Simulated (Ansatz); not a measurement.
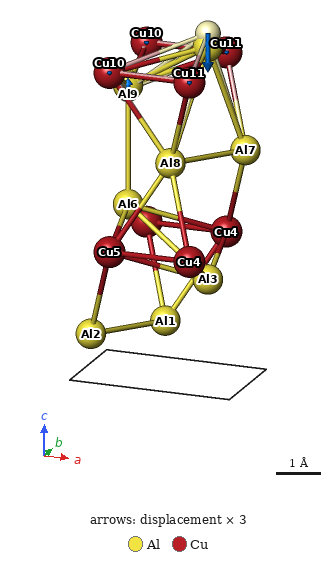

This is a constrained relaxation of a slab of composition Al$_{2}$Cu (cut from the I4/mcm phase). The starting structure is drawn faded, the final one solid; blue arrows show the displacements, 3 times their true length.

A ball-and-stick model of the cell of the calculation, outlined in the plane, without the vacuum, seen slightly off an axis.

Case: clean slab, lower half held. The slab is the (1 1 0) face of Al2Cu. 6 atoms are held fixed.

The calculation used Ansatz 0.2.0, DFT PBEsol, scalar-relativistic, plane waves, PAW. Set-up: plane-wave cutoff 420 eV; k-point mesh 7 × 7 × 1; occupations gaussian; smearing width 0.1 eV; no spin polarisation; dipole correction; atoms relaxed in a fixed cell; force threshold 0.03 eV/Å; at most 70 steps.

> Atoms of which element are displaced furthest, and by how much?

Aluminium: up to 0.31 Å, against 0.03 Å for copper.

> What happened in the run?

An Al atom moves most: 0.31 Å along the normal (−c). By element the largest moves are Al 0.31 Å, Cu 0.03 Å. The lattice vectors keep their values. Near-neighbour distances that change, for instance: Al–Al 3.188 → 2.919 Å, Al–Al 2.862 → 2.668 Å, Al–Al 2.701 → 2.791 Å, Al–Cu 2.557 → 2.488 Å. Among the angles between lasting bonds that change: Al–Al–Al 115.0° → 129.6°, Cu–Al–Cu 145.0° → 157.2°, Al–Al–Cu 103.7° → 110.8°. Over 3 geometry steps the energy falls by 0.181 eV per cell of the calculation. The largest force component goes from 0.97 to 0.0068 eV/Å.
